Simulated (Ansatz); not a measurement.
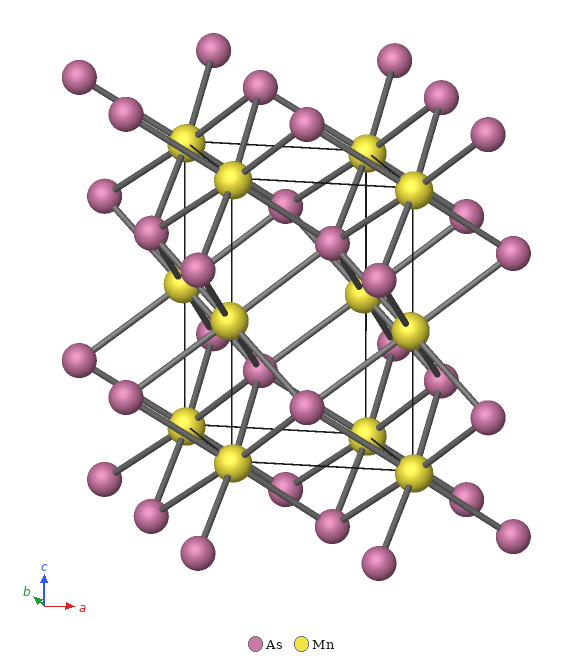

This ball-and-stick model is shown slightly off an axis. The unit cell is outlined; an atom on or near a face, edge or corner is repeated at each equivalent position. A few atoms beyond the faces are included. Cell: a = 3.76 Å, b = 3.77 Å, c = 5.78 Å, α = 90.03°, β = 89.99°, γ = 119.81°.

The structure is a known structure type with the cell strained and the atoms shaken on purpose; no relaxation was done. It went into a calculation with Ansatz.

> State composition, symmetry and coordination.

The solid is MnAs. The structure is triclinic, space group P1. It is a distorted form of a primitive hexagonal structure, space group P6_3/mmc (No. 194) within 0.45 Å: nickel arsenide (NiAs) type. The cell comprises 2 formula units: 2 Mn, 2 As. Each As atom has six Mn in a distorted trigonal prismatic arrangement at about 2.5 to 2.7 Å around it. Mn is surrounded by six As in a distorted octahedral arrangement at about 2.5 to 2.7 Å. Not all metal-metal contacts are counted. The bonds build a three-dimensional framework.

Computational set-up: Ansatz 0.2.0, DFT, PAW plane waves, r2SCAN, spin-orbit, plane waves up to 500 eV, k-points about 0.36 Å⁻¹ apart, Fermi-Dirac smearing of 0.061 eV, spinor wavefunctions.

> Which atoms carry magnetic moments in this run, and how do they order?

The state reached is ferromagnetic. Sizes: Mn 3.6 μB; net moment 7.5 μB in the run's cell of 4 atoms.

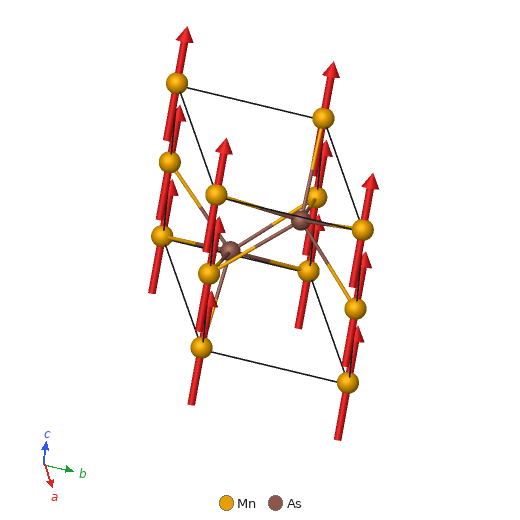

Site moments above 0.25 μB as arrows, small induced ones on non-metal atoms left out (red along the largest or up, blue against, purple across). The run's cell of 4 atoms is drawn in a reduced setting, so axes and origin can differ from the first picture.

> Predict the gap.

A metal: bands cross the Fermi level.

> What are the atomic charges by Bader's partition?

Mn +0.90 e; As -0.90 e.

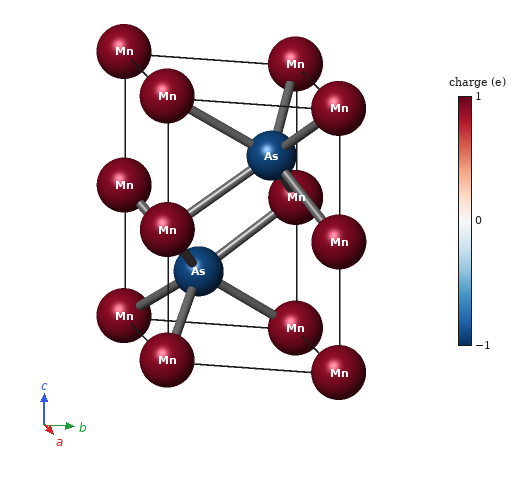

The atoms coloured by those charges. The run's cell of 4 atoms is drawn in a reduced setting, so axes and origin can differ from the first picture.

> Is this the optimised geometry for these settings?

No. The largest force is 0.66 eV/Å, on As and Mn. The pressure is -0.7 GPa, so the cell would contract. The stress isn't hydrostatic: its largest component is 1.3 GPa.

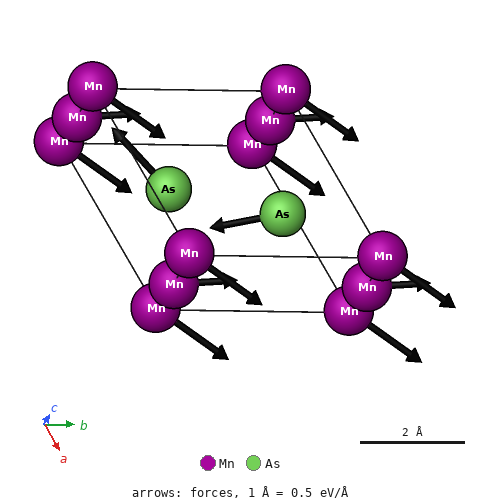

The forces as arrows. The run's cell of 4 atoms is drawn in a reduced setting, so axes and origin can differ from the first picture.
